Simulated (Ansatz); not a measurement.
## HfN: 5 runs along one coordinate

System: HfN (2 atoms in the cell).
Method: DFT PBEsol, scalar-relativistic, plane waves, PAW, no spin polarisation (Ansatz 0.2.0).

The 5 runs differ only in the geometry, by a strain of the cell at fixed fractional positions. Against run 3, the strain is εxx = η and εyy = η. The structure derives from a Materials Project entry.

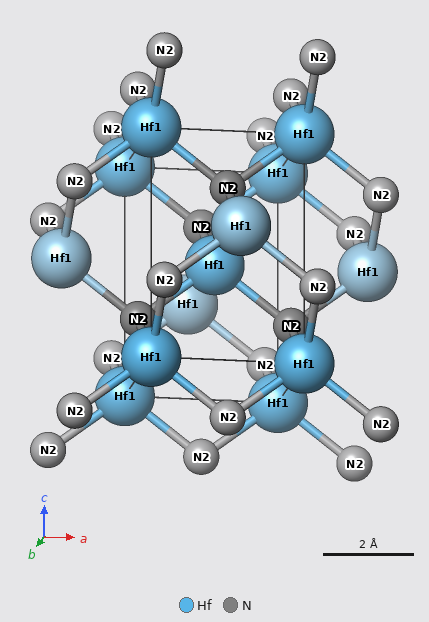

Figure 1. The structure of run 3 (ball-and-stick view of the cell 2 times as large as that of the calculation, set on its symmetry axes, seen at an oblique angle; neighbours outside the cell are drawn fainter; atoms are numbered from 1 in the order of the input). An atom can appear more than once, as a periodic image.

### Input of run 3
```yaml
crystal:
  lattice:
    - [0.0, 2.454822, 2.65120776]
    - [2.454822, 0.0, 2.65120776]
    - [2.454822, 2.454822, 0.0]
  atoms:
    - { symbol: Hf, position: [0.0, 0.0, 0.0] }
    - { symbol: "N", position: [0.75, 0.75, 0.75] }
basis:
  ecutwfc: 420
kpoints:
  mp_grid: { grid: [16, 16, 16] }
hamiltonian:
  xc: pbesol
scf:
  occupations: { method: gaussian, width: 0.15 }
output:
  forces: true
  stress: true
  eigenvalues: true
```

Command:
```bash
ansatz run input.yaml --threads 1 --pin off --max-ram 2560MiB --backend cpu --events-out ev --progress --plain --runs-dir out
```

Run 4 differs from it as follows:
```diff
-    - [0.0, 2.454822, 2.65120776]
-    - [2.454822, 0.0, 2.65120776]
-    - [2.454822, 2.454822, 0.0]
+    - [0.0, 2.55301488, 2.65120776]
+    - [2.55301488, 0.0, 2.65120776]
+    - [2.55301488, 2.55301488, 0.0]
```

### Results, with one run withheld

```csv
run,strain parameter η (%),"free energy per atom, from the lowest run given (meV)",pressure (GPa)
1,−8.0000,82.82,12.94
2,−4.0000,0.00,−4.78
3,0.0000,47.16,−17.15
4,4.0000,?,?
5,8.0000,430.99,−30.78
```

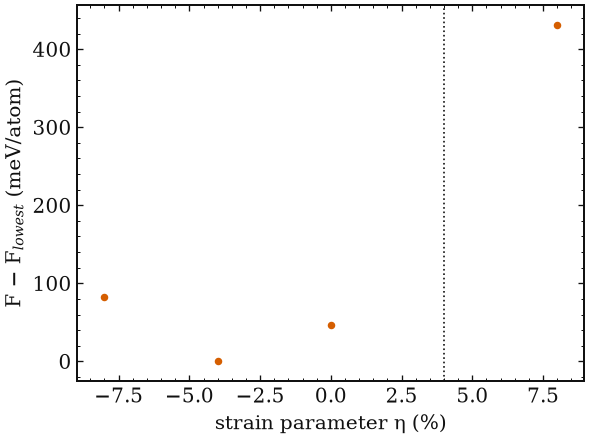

Figure 2. Free energy per atom of the runs given; the dotted line marks run 4.

Fit the runs given and predict run 4.

A quadratic polynomial in the coordinate, fitted to the 4 runs given, misses them by at most 7.30 meV per atom. With x = η + 1.0000, it reads F = 23.042 + 15.292 x + 3.3486 x² (meV per atom). At run 4 it gives 183.22 meV per atom, and the run itself gives 198.83. The fit has its minimum at η = −3.2833 %. The miss comes from the order of the polynomial or from scatter in that run; these data can't tell which.

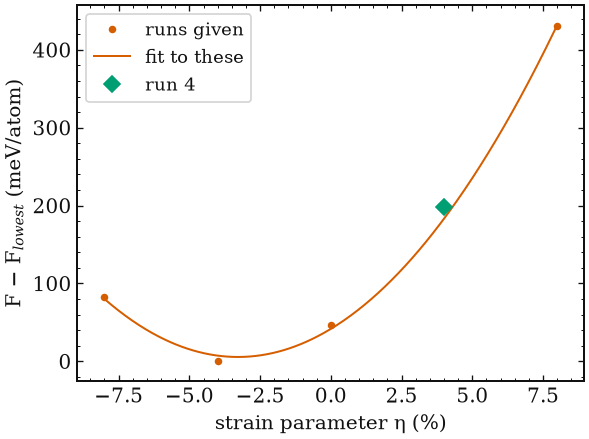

Figure 3. The fit and the withheld run.

### Output, shortened to warnings, some set-up lines, iterations and results (run 4)
```
Basis set: ecut = 420 eV, 661 PW (Γ), exchange–correlation on 50×50×50 points (8 copies of the dense FFT grid, shifted against one another)
Symmetry: 8 space group operations
k-points: 349 of 4096 (time reversal used)
Initial density: superposition of atomic densities (neutral atoms: chi_scale 0, normalization atom), corrected by the library's trained network
[...]
SCF iter   1: F=—  HF=-15979.069335 eV  |F-HF|=—  |Δ(HF+E_count)|=         —  Δρ=2.12e-2  dr2=1.90e-1  ethr=1.77e-3  ⟨swp⟩=4.0  Hψ=26620  notcnv=0
SCF iter   2: F=—  HF=-15979.028642 eV  |F-HF|=—  |Δ(HF+E_count)|=   4.07e-2  Δρ=3.72e-3  dr2=3.75e-3  ethr=6.13e-4  ⟨swp⟩=2.0  Hψ=10746  notcnv=0  defer=71
SCF iter   3: F=—  HF=-15979.028489 eV  |F-HF|=—  |Δ(HF+E_count)|=   1.53e-4  Δρ=2.23e-3  dr2=1.05e-3  ethr=1.21e-5  ⟨swp⟩=3.0  Hψ=11308  notcnv=0  defer=71
SCF iter   4: F=—  HF=-15979.028602 eV  |F-HF|=—  |Δ(HF+E_count)|=   1.12e-4  Δρ=7.51e-4  dr2=1.81e-4  ethr=3.38e-6  ⟨swp⟩=2.0  Hψ=11711  notcnv=0  defer=71
SCF iter   5: F=—  HF=-15979.028408 eV  |F-HF|=—  |Δ(HF+E_count)|=   1.93e-4  Δρ=2.44e-4  dr2=2.22e-5  ethr=5.83e-7  ⟨swp⟩=2.0  Hψ=12180  notcnv=0  defer=71
SCF iter   6: F=—  HF=-15979.028416 eV  |F-HF|=—  |Δ(HF+E_count)|=   7.81e-6  Δρ=1.13e-4  dr2=3.92e-6  ethr=7.17e-8  ⟨swp⟩=2.0  Hψ=11692  notcnv=0  defer=71
SCF iter   7: F=—  HF=-15979.028415 eV  |F-HF|=—  |Δ(HF+E_count)|=   5.84e-7  Δρ=2.71e-5  dr2=2.33e-7  ethr=1.27e-8  ⟨swp⟩=2.0  Hψ=10932  notcnv=0  defer=71
SCF iter   8: F=-15979.028415 eV  HF=-15979.028415 eV  |F-HF|=2.97e-9  |Δ(HF+E_count)|=   3.42e-8  Δρ=4.78e-6  dr2=6.93e-9  ethr=3.23e-10  ⟨swp⟩=5.2  Hψ=25870  notcnv=0
SCF 1 converged in 8 iterations: F = -15979.028415 eV  dr2 = 6.93e-9
SCF converged after 8 iterations
Free energy (F): -15979.028415 eV
Harris-Foulkes:  -15979.028415 eV  (|F-HF|=2.97e-9)
Internal energy: -15979.019286 eV  (E = F + TS)
E sigma→0 (E₀):  -15979.023851 eV
Entropy (-TS):   -0.009130 eV (-4.565 meV/atom)
Fermi energy:    14.820924 eV
--- Per-component energies (eV) ---
  E_band       = -95.210213
  E_kinetic    = 542.911536
  E_local      = -6052.781071  (includes V_loc(G=0)·N_el)
  E_nonlocal   = -1193.779479
  E_hartree    = 2770.036849
  E_xc         = -353.564665
  E_vxc        = -337.231034  (∫ρ·V_xc dr)
  E_paw        = -6927.176614  (= ΣΔE_a)
  E_vpaw       = 1405.593833  (= ΣTr[D̂ρ^β])
  E_aug_tail   = 0.000088  (compensation charges beyond the density's cutoff)
  E_ewald      = -4765.945119
  E_core_change = 1.279190  (= ΣΔE_core)
  E_smearing   = -0.009130  (= −TS)
  E_closure    = 0.000000  (closes the sum)
  Σ components = -15979.028415   (vs F -15979.028415, Δ=0.00e0)
--- Forces (eV/Å), atoms counted from 1 ---
  atom   1  Hf    -0.00000000     0.00000000     0.00000000
  atom   2  N      0.00000000    -0.00000000    -0.00000000
  max |Σ_I F_I| component: 1.11e-16 eV/Å
--- Stress (GPa, compression-positive) ---
      -23.586416       0.000000       0.000000
        0.000000     -23.586416       0.000000
        0.000000       0.000000     -29.289835
  P = ⅓ Tr σ = -25.4876 GPa (-254.876 kbar)
```

Notes: Spin–orbit coupling is left out, which matters for Hf. The cell holds an odd number of electrons but the run has no spin polarisation, so a band is left half filled.
